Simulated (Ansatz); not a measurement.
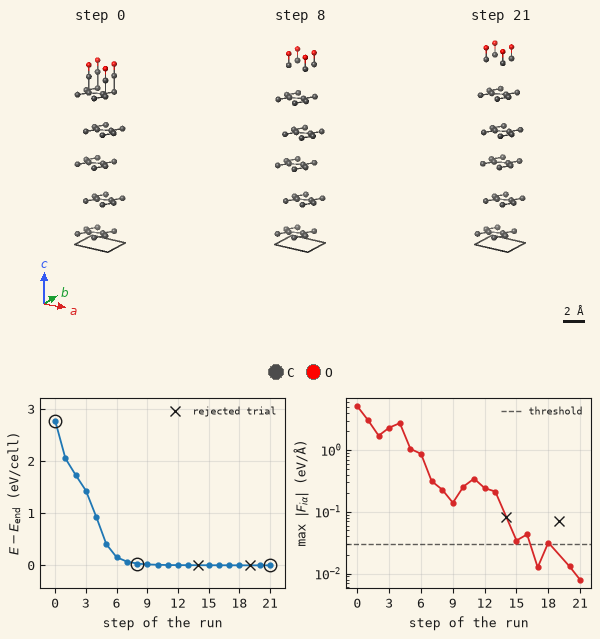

Frames of a constrained relaxation of a slab of composition C11O (cut from the Fmmm phase), marked on the history of the run. The picture is a ball-and-stick view of the 2 × 2 repeat of the cell, outlined in the plane, without the vacuum, seen slightly off an axis.

Case: CO put at a top C site. The slab is the (0 0 1) face of C with CO on it. 4 atoms are held fixed.

Level of theory: DFT PBE+D3(BJ), scalar-relativistic, plane waves, PAW (Ansatz 0.2.0).

Input
```yaml
crystal:
  lattice:
    - [2.4655379961, 0.0, 0.0]
    - [-1.2327689981, 2.1341461166, 0.0]
    - [0.0, 0.0, 33.7479673684]
  atoms:
    - { symbol: C, position: [0.0833101797, 0.1666203594, 0.2518670208] }
    - { symbol: C, position: [0.4166898203, 0.8333796406, 0.2518670208] }
    - { symbol: C, position: [0.5833101797, 0.1666203594, 0.3525999904] }
    - { symbol: C, position: [0.9166898203, 0.8333796406, 0.3525999904] }
    - { symbol: C, position: [0.0833101797, 0.1666203594, 0.4533305226] }
    - { symbol: C, position: [0.4166898203, 0.8333796406, 0.4533305226] }
    - { symbol: C, position: [0.5833101797, 0.1666203594, 0.5540634922] }
    - { symbol: C, position: [0.9166898203, 0.8333796406, 0.5540634922] }
    - { symbol: C, position: [0.0833101797, 0.1666203594, 0.6547940244] }
    - { symbol: C, position: [0.4166898203, 0.8333796406, 0.6547940244] }
    - { symbol: C, position: [0.4166898203, 0.8333796406, 0.7016116589] }
    - { symbol: O, position: [0.4166898203, 0.8333796406, 0.7356877852] }
basis:
  ecutwfc: 420
kpoints:
  mp_grid: { grid: [12, 12, 1] }
hamiltonian:
  xc: pbe
  dispersion: d3bj
scf:
  occupations: { method: gaussian, width: 0.1 }
output:
  forces: true
  eigenvalues: true
  write_density: true
  write_potential: true
  elf: true
  volumetric_format: npy
relax:
  adjacent_minimum: "off"
  f_tol: 0.03
  max_steps: 70
  constraints: [{ sites: [0, 1, 2, 3] }]
efield:
  axis: 3
  dipole_correction: true
  ramp_width: 0.04
```

Launched with:
```bash
ansatz run input.yaml --threads 1 --pin off --max-ram 2560MiB --backend cpu --events-out ev --progress --plain --runs-dir out
```

What happens along the run?

Over 19 accepted moves (21 points after the start) the energy falls by 2.772 eV per cell of the calculation. The largest force component goes from 5.1 to 0.0079 eV/Å. The line search rejected the trial steps at points 14, 19 of the run. The forces were under the threshold at step 17, but the run went on from there. The largest moves, 1.75 Å, are those of C11 and O12. C11 goes at 11° to the normal (+c side). By element the largest moves are C 1.75 Å, O 1.74 Å. The lattice vectors keep their values. Near-neighbour distances that change, for instance: C10–C11 1.580 → 3.482 Å, C9–C11 2.126 → 3.895 Å, C9–C11 (another image) 2.126 → 3.478 Å, C11–O12 1.150 → 1.134 Å. Bonds break: C10–C11 (1.58 → 3.48 Å). The run took 3.7 min on 1 thread of AMD EPYC 9R45 96-Core Processor (Zen 5), on a shared host, peak memory 0.58 GiB. From step 0 to 8: C and O atoms move most (1.11 Å), energy −2.738 eV per cell of the calculation. From step 8 to 21: C and O atoms move most (0.69 Å), energy −34.5 meV per cell of the calculation.

Limits of the set-up: the periodic images lie only 2.5 Å apart, so the values are limited by the cell's size.
